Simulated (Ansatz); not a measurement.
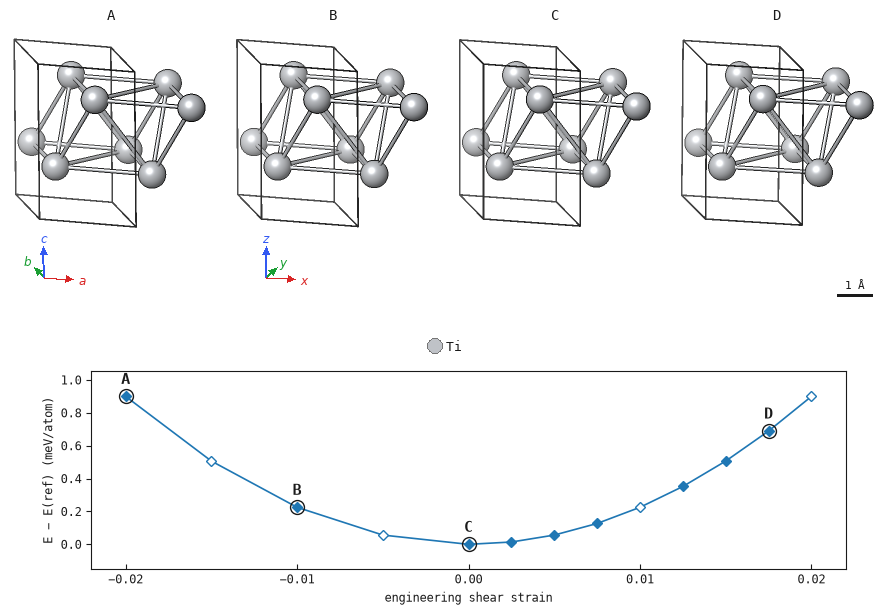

Energy scan for crystalline Ti (P6_3/mmc), in which the cell is strained in shear in the xz plane, with the atoms kept at their fractional coordinates. x, y and z are the Cartesian axes of the input. The lettered frames are marked on the plot. Hollow markers are points alike by symmetry, not computed again. The picture is a ball-and-stick view of the cell of the calculation, repeated 2 × 2 × 1 with one cell outlined, seen slightly off an axis.

These are results of Ansatz, DFT PBE, scalar-relativistic, plane waves, PAW, not measurements. Settings: plane-wave cutoff 420 eV; k-point mesh 18 × 18 × 10; occupations gaussian; smearing width 0.15 eV; no spin polarisation. Energies (free energies at the smearing named) are counted from the cell as listed in its source, which wasn't relaxed.

Q: What does the scan show?

A: Of the computed points the lowest is at the strain 0.00, 0.00 meV/atom. At the ends of the scan the energy is 0.90 meV/atom (−0.02) and 0.90 meV/atom (0.02). The unrelaxed reference is under a pressure of −1.6 GPa. The distortion takes the space group from P6_3/mmc to C2/c. At the strain −0.02 the cell of the drawing goes α 90.0° → 89.4°, β 90.0° → 91.1°.
